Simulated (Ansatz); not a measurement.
# Energy of P along a strain of the cell

System: P (P4/mmm, 1 atom in the cell).
Method: DFT PBE+D3(BJ), scalar-relativistic, plane waves, PAW, no spin polarisation (Ansatz 0.2.0).

The 5 runs differ only in the geometry, by a strain of the cell at fixed fractional positions. Against run 3, the strain is εxx = η and εyy = η. The structure derives from an entry of the Crystallography Open Database.

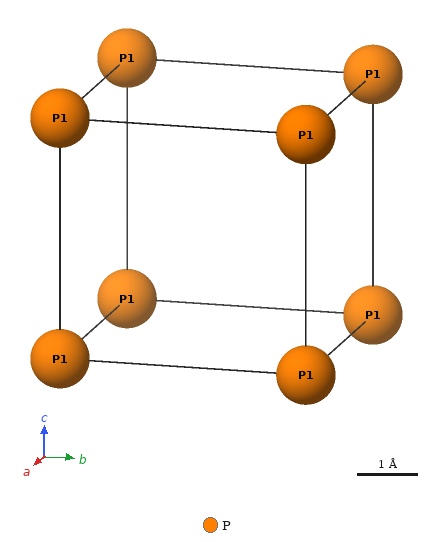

Figure 1. The structure of run 3 (ball-and-stick view of the cell of the calculation, seen slightly off an axis; atoms are numbered from 1 in the order of the input).

**Input of run 3**
```yaml
crystal:
  lattice:
    - [4.2729048574, 0.0, 0.0]
    - [0.0, 4.2729048574, 0.0]
    - [0.0, 0.0, 4.1591]
  atoms:
    - { symbol: P, position: [0.0, 0.0, 0.0] }
basis:
  ecutwfc: 350.0
kpoints:
  mp_grid: { grid: [12, 12, 12] }
hamiltonian:
  xc: pbe
  dispersion: d3bj
scf:
  occupations: { method: gaussian, width: 0.15 }
output:
  forces: true
  stress: true
  eigenvalues: true
```

Command:
```bash
ansatz run input.yaml --threads 1 --pin off --max-ram 2560MiB --backend cpu --events-out ev --progress --plain --runs-dir out
```

Lattice vectors (Å) and fractional positions of run 3:
```
   4.272905    0.000000    0.000000
   0.000000    4.272905    0.000000
   0.000000    0.000000    4.159100
P   0.000000  0.000000  0.000000
```

Run 4 differs from it as follows:
```diff
-    - [4.2729048574, 0.0, 0.0]
-    - [0.0, 4.2729048574, 0.0]
+    - [4.3797274788, 0.0, 0.0]
+    - [0.0, 4.3797274788, 0.0]
```

**Results, with one run withheld**

```tsv
run	strain parameter η (%)	free energy per atom, from the lowest run given (meV)	pressure (GPa)
1	−5.0000	0.00	−5.32
2	−2.5000	116.59	−4.78
3	0.0000	220.66	−4.29
4	2.5000	?	?
5	5.0000	394.73	−3.47
```

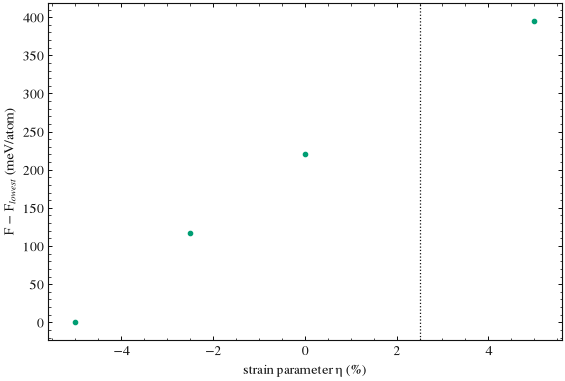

Figure 2. Free energy per atom of the runs given; the dotted line marks run 4.

Estimate the energy of run 4 from the others.

A quadratic polynomial in the coordinate, fitted to the 4 runs given, misses them by at most 0.26 meV per atom. With x = η + 0.6250, it reads F = 195.82 + 40.633 x − 0.93815 x² (meV per atom). At run 4 it gives 313.64 meV per atom, and the run itself gives 313.09. The fit has no minimum inside this range. So low a polynomial doesn't follow these energies more closely.

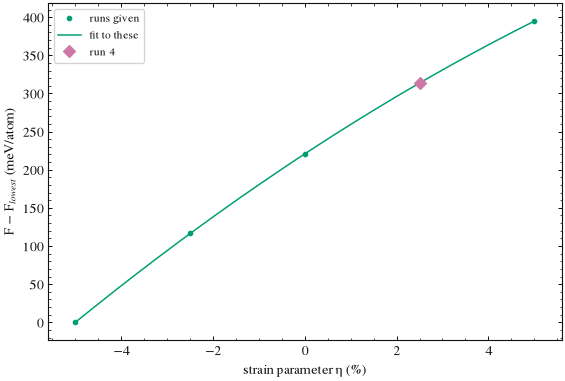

Figure 3. The fit and the withheld run.

**Output, shortened to warnings, some set-up lines, iterations and results (run 4)**
```
Warning: basis.ecutwfc = 350 eV is below the records' recommended 420 eV, and the density's cutoff is lower with it unless basis.ecutrho_ratio is high enough to keep the records' density cutoff: compare with a run at a higher cutoff
Basis set: ecut = 350 eV, 1189 PW (Γ), exchange–correlation on 54×54×54 points (8 copies of the dense FFT grid, shifted against one another)
Symmetry: 16 space group operations
k-points: 196 of 1728
Initial density: superposition of atomic densities (neutral atoms: chi_scale 0, normalization atom), corrected by the library's trained network
[...]
SCF iter   1: F=—  HF=-751.548828 eV  |F-HF|=—  |Δ(HF+E_count)|=         —  Δρ=1.77e-3  dr2=5.32e-3  ethr=1.77e-3  ⟨swp⟩=5.2  Hψ=10865  notcnv=0
SCF iter   2: F=—  HF=-751.548725 eV  |F-HF|=—  |Δ(HF+E_count)|=   1.03e-4  Δρ=7.66e-4  dr2=1.19e-3  ethr=1.06e-4  ⟨swp⟩=2.9  Hψ=3552  notcnv=0
SCF iter   3: F=—  HF=-751.548544 eV  |F-HF|=—  |Δ(HF+E_count)|=   1.82e-4  Δρ=2.40e-4  dr2=1.04e-4  ethr=2.37e-5  ⟨swp⟩=2.0  Hψ=1871  notcnv=0
SCF iter   4: F=—  HF=-751.548542 eV  |F-HF|=—  |Δ(HF+E_count)|=   1.41e-6  Δρ=1.09e-4  dr2=8.28e-6  ethr=2.07e-6  ⟨swp⟩=2.4  Hψ=1929  notcnv=0
SCF iter   5: F=—  HF=-751.548579 eV  |F-HF|=—  |Δ(HF+E_count)|=   3.65e-5  Δρ=1.24e-5  dr2=9.23e-8  ethr=1.66e-7  ⟨swp⟩=1.8  Hψ=1643  notcnv=0
SCF iter   6: F=-751.548579 eV  HF=-751.548579 eV  |F-HF|=2.94e-9  |Δ(HF+E_count)|=   6.38e-7  Δρ=1.16e-6  dr2=1.01e-9  ethr=1.85e-9  ⟨swp⟩=3.5  Hψ=6299  notcnv=0
SCF 1 converged in 6 iterations: F = -751.548579 eV  dr2 = 1.01e-9
SCF converged after 6 iterations
Free energy (F): -751.548579 eV
Harris-Foulkes:  -751.548579 eV  (|F-HF|=2.94e-9)
Internal energy: -751.509068 eV  (E = F + TS)
E sigma→0 (E₀):  -751.528824 eV
Entropy (-TS):   -0.039511 eV (-39.511 meV/atom)
Fermi energy:    -2.793001 eV
--- Per-component energies (eV) ---
  E_band       = -32.097276
  E_kinetic    = 61.619359
  E_local      = -139.914142  (includes V_loc(G=0)·N_el)
  E_nonlocal   = 33.587251
  E_hartree    = 36.179476
  E_xc         = -55.232708
  E_vxc        = -52.333939  (∫ρ·V_xc dr)
  E_paw        = -569.143003  (= ΣΔE_a)
  E_vpaw       = -7.414807  (= ΣTr[D̂ρ^β])
  E_aug_tail   = 0.000007  (compensation charges beyond the density's cutoff)
  E_ewald      = -118.525097
  E_disp       = -0.080212  (pairwise vdW)
  E_smearing   = -0.039511  (= −TS)
  E_closure    = 0.000000  (closes the sum)
  Σ components = -751.548579   (vs F -751.548579, Δ=0.00e0)
--- Forces (eV/Å), atoms counted from 1 ---
  atom   1  P     -0.00000000     0.00000000     0.00000000
  max |Σ_I F_I| component: 1.97e-31 eV/Å
--- Stress (GPa, compression-positive) ---
       -3.577828       0.000000       0.000000
        0.000000      -3.577828       0.000000
        0.000000       0.000000      -4.416651
  P = ⅓ Tr σ = -3.8574 GPa (-38.574 kbar)
```

The program warns: the cutoff is below the recommended one.
